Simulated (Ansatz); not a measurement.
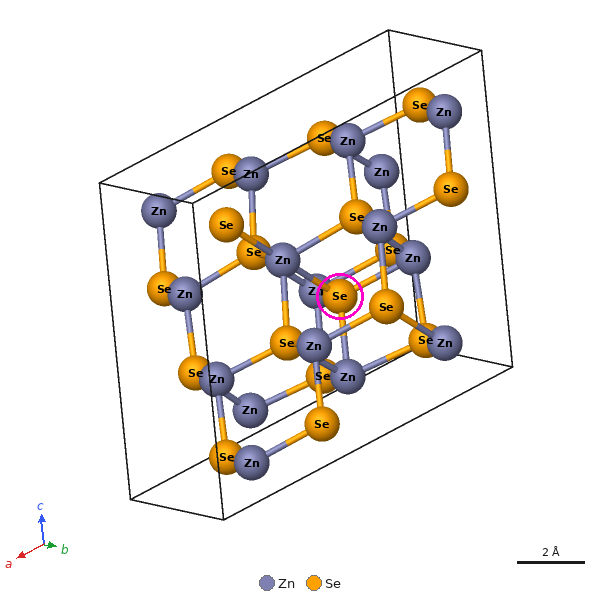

Figure: ball-and-stick view from a general direction. The supercell is outlined; an atom on or near a face, edge or corner is repeated at each equivalent position. The host is ZnSe, in a cell of 32 sites, and the cell is neutral. A ring marks the defect's site.

What kind of defect was put in?

Answer. An interstitial selenium atom. It is bonded to four Zn in a tetrahedral arrangement at about 2.5 Å.

The atoms were relaxed in the host's cell with DFT PBE, scalar-relativistic, plane waves, PAW (Ansatz).
